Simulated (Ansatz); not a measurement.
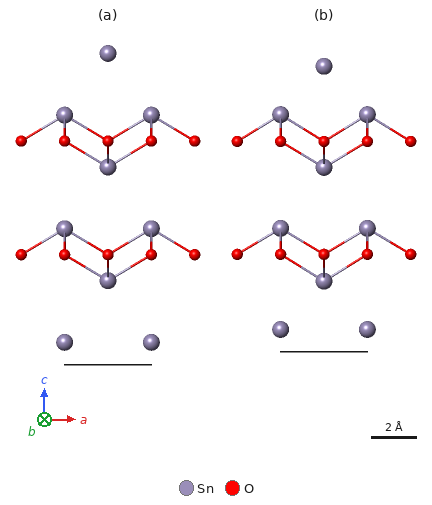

Left: a (0 0 1) slab of SnO as cut from the relaxed bulk. Right: the same structure after one change, at the same scale. Style: polyhedral. Shown: the 1 × 2 repeat of the cell, outlined in the plane, without the vacuum, along the b axis.

The calculation used DFT PBE, scalar-relativistic, plane waves, PAW in Ansatz. Settings: plane-wave cutoff 420 eV; occupations gaussian; no spin polarisation. The k-mesh is chosen for each cell (10×10×8, 9×9×1). Smearing widths differ between the runs.

The atoms of the slab are relaxed at the bulk's in-plane cell.

What does the change do?

Answer. The slab isn't stoichiometric; relaxing it gains 0.173 J/m². The top spacing, between the Sn and Sn planes, goes from 2.75 to 2.15 Å (−21.6 %), the bottom one (Sn to Sn) from 2.75 to 2.15 Å (−21.6 %). The cell doesn't change. The largest moves relative to the layer's centre, 0.57 Å, are those of Sn atoms. Largest moves by element: Sn 0.57 Å, O 0.02 Å. Among the bonded contacts that change: O–Sn 2.255 → 2.255 to 2.274 Å.

Limits of the set-up: layers or molecules are held without a dispersion correction, so their spacing is unreliable.
